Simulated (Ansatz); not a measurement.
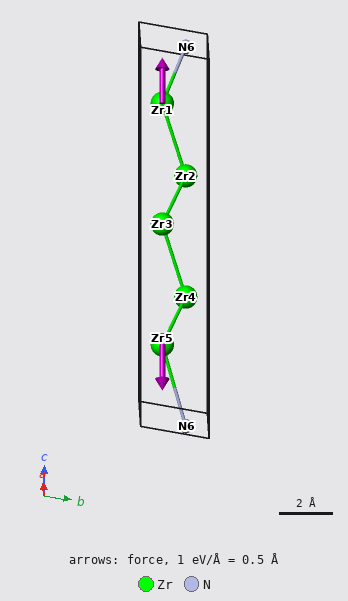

Starting geometry of a crystal of Zr5N (a generated structure, set up in P-6m2) (coarse preliminary run) with the computed forces as purple arrows. The picture is a ball-and-stick view of the cell of the calculation, seen from a free direction.

Theory: DFT PBE, scalar-relativistic, plane waves, PAW (Ansatz 0.2.0). (plane-wave cutoff 420 eV; k-point mesh 6 × 6 × 1; occupations gaussian; smearing width 0.1 eV; no spin polarisation; cell and atoms relaxed; force threshold 0.04 eV/Å; at most 70 steps)

What follows when this structure is relaxed?

It isn't relaxed: the largest force vector, on Zr atoms, is 3.65 eV/Å. The atoms end up moving mostly along the starting forces (cosine between the two patterns 0.91). The energy falls by 1510 meV per atom in 8 accepted moves (9 points after the start). Largest force component: 3.7 eV/Å at the start, 0.022 eV/Å at the end. Pressure: 16.25 GPa at the start and 0.07 GPa at the end. The SCF was repeated once at an unchanged geometry on a basis and grid sized afresh for the cell, which shifted the energy by 2.3 meV per atom at most. The largest moves relative to the cell, 1.01 Å, are those of Zr1 and Zr5. Zr1 goes along +c. N stays in place. The drawn cell changes as follows: a = b 2.951 → 3.176 Å (+7.6 %), c 15.145 → 13.577 Å (−10.4 %); the volume changes by +3.8 %. Among the contacts that change: Zr1–Zr5 5.500 → 2.919 Å, Zr1–N6 3.235 → 2.344 Å, Zr1–Zr2 2.945 → 3.257 Å, Zr2–Zr3 2.960 → 3.212 Å. New bonds form: Zr1–Zr5 (5.50 → 2.92 Å). The space group stays P-6m2 (No. 187). The run took 29 s on 1 thread of Intel(R) Xeon(R) Platinum 8375C CPU @ 2.90GHz (Ice Lake), with other jobs on the host, peak memory 0.41 GiB.
